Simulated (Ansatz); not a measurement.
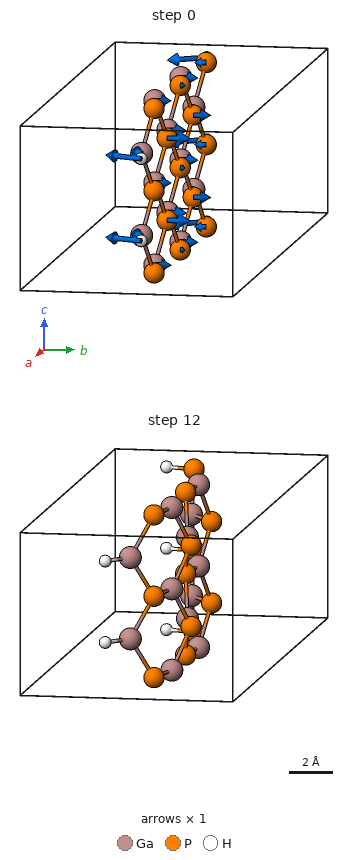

The structure of a wire of composition Ga5P5H2 before (top) and after (bottom) a relaxation, at one scale. The blue arrows give the displacements (the part carried along by the change of the cell is left out), at their true length.

The picture is a ball-and-stick view of the 2 repeat of the cell, with the vacuum cut short, seen slightly off an axis.

Case: zigzag ribbon, 5 formula units a period, edges capped with H, edge spins parallel.

Method: DFT PBE, scalar-relativistic, plane waves, PAW (Ansatz). Set-up: plane-wave cutoff 420 eV; k-point mesh 1 × 1 × 14; occupations gaussian; smearing width 0.05 eV; collinear spin; cell relaxed at fixed a, b, alpha, beta, gamma; force threshold 0.02 eV/Å; at most 45 steps.

What changed between the two?

Answer. The run was cut off at its time limit before the relaxation converged, so the last structure is only a point on the way. After 12 geometry steps the energy has fallen by 0.496 eV per cell of the calculation. Largest force component: 0.46 eV/Å at the start, 0.16 eV/Å at the end. An H atom moves most relative to the centre of the atoms: 2.04 Å. Largest moves by element: H 2.04 Å, P 1.14 Å, Ga 0.94 Å. Along the periodic axis the drawn cell goes c 7.795 → 7.714 Å (−1.0 %). Among the contacts that change: Ga–P 2.282 → 2.324 Å, Ga–P 2.282 → 2.299 Å, H–P 1.420 → 1.432 Å, Ga–P 2.282 → 2.272 Å. Among the angles between lasting bonds that change: Ga–P–H 117.2° → 101.4°, Ga–P–Ga 117.2° → 109.1°, Ga–P–Ga 117.2° → 110.5°. The program noted that the starting moments weren't kept. Cost: 17 min on 4 threads of AMD EPYC 7R43 64-Core Processor (Zen 3), on a shared host, peak memory 2.1 GiB.
